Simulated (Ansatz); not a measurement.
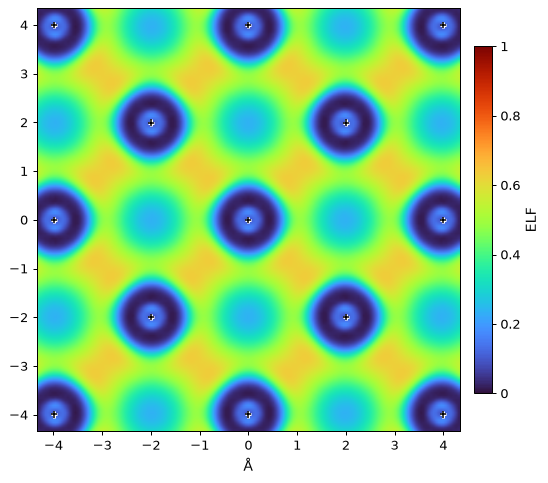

The ELF on a plane through atoms (crosses mark nuclei in the plane).

Computed with DFT r2SCAN, scalar-relativistic, plane waves, PAW in Ansatz.

Candidates:
A. Al, a = 3.99 Å, b = 3.99 Å, c = 3.99 Å, α = 90.00°, β = 90.00°, γ = 90.00°. Space group Fm-3m; computed without spin polarisation.
B. W$_{12}$S$_{23}$ (cell with a defect), a = 6.36 Å, b = 8.42 Å, c = 13.07 Å, α = 90.00°, β = 90.00°, γ = 100.89°. 

Which candidate gave the map?

Answer. Candidate A: Al on the (010) plane of the conventional cell, which holds Al. Al–Al (2.82 Å): the ELF peaks at about 0.65 between the atoms.
